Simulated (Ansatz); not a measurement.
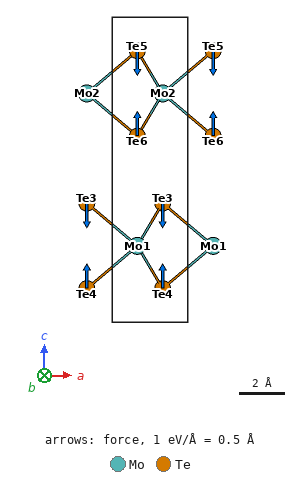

Starting geometry of crystalline Te2Mo (built on the 2H (MoS2) bulk type) with the computed forces as blue arrows. The picture is a ball-and-stick view of the cell of the calculation, seen along the b axis.

All numbers below come from DFT, PBE-D3(BJ), plane waves, PAW in Ansatz 0.2.0.

Input
```yaml
crystal:
  lattice:
    - [3.96064994, 0.0, 0.0]
    - [-1.98032497, 3.4300234635, 0.0]
    - [0.0, 0.0, 13.80018256]
  atoms:
    - { symbol: Mo, position: [0.3333333333, 0.6666666667, 0.25] }
    - { symbol: Mo, position: [0.6666666667, 0.3333333333, 0.75] }
    - { symbol: Te, position: [0.6666666667, 0.3333333333, 0.3901101494] }
    - { symbol: Te, position: [0.6666666667, 0.3333333333, 0.1098898506] }
    - { symbol: Te, position: [0.3333333333, 0.6666666667, 0.8901101494] }
    - { symbol: Te, position: [0.3333333333, 0.6666666667, 0.6098898506] }
kpoints:
  mp_grid: { grid: [6, 6, 2] }
hamiltonian:
  xc: pbe
  dispersion: d3bj
scf:
  occupations: { method: fermi_dirac, width: 0.02 }
relax:
  f_tol: 0.005
  cell: {}
```

Launched with:
```bash
ansatz run input.yaml --threads 2 --pin off --max-ram 29491MiB --backend cpu --events-out ev --progress --plain --runs-dir out
```

> Is this structure relaxed? If not, where do the atoms go?

It isn't relaxed: the largest force vector, on Te atoms, is 2.31 eV/Å. The atoms end up moving mostly along the starting forces (cosine between the two patterns 1.00). The largest moves relative to the cell, 0.10 Å, are those of Te3, Te4, Te5 and Te6. Te4 goes along +c. Mo stays in place. Cell: a = b 3.961 → 3.498 Å (−11.7 %), c 13.800 → 13.684 Å (−0.8 %). Volume −22.7 %. Near-neighbour distances that change, for instance: Te3–Te3 3.961 → 3.498 Å, Mo1–Te3 2.995 → 2.716 Å. Among the angles between lasting bonds that change: Te3–Mo1–Te4 80.4° → 84.0°, Te3–Mo1–Te3 82.8° → 80.2°, Mo1–Te3–Mo1 82.8° → 80.2°. The space group stays P6_3/mmc (No. 194). After 6 accepted moves (8 points after the start) the energy has fallen by 499 meV per atom. Largest force component: 2.3 eV/Å at the start, 0.00056 eV/Å at the end. The pressure goes from −16.09 to −0.01 GPa. The line search rejected the trial step at point 3 of the run. At 1 point the geometry stayed and the basis and grid were re-selected for the new cell (energy shift of 0.8 meV per atom at most each time).
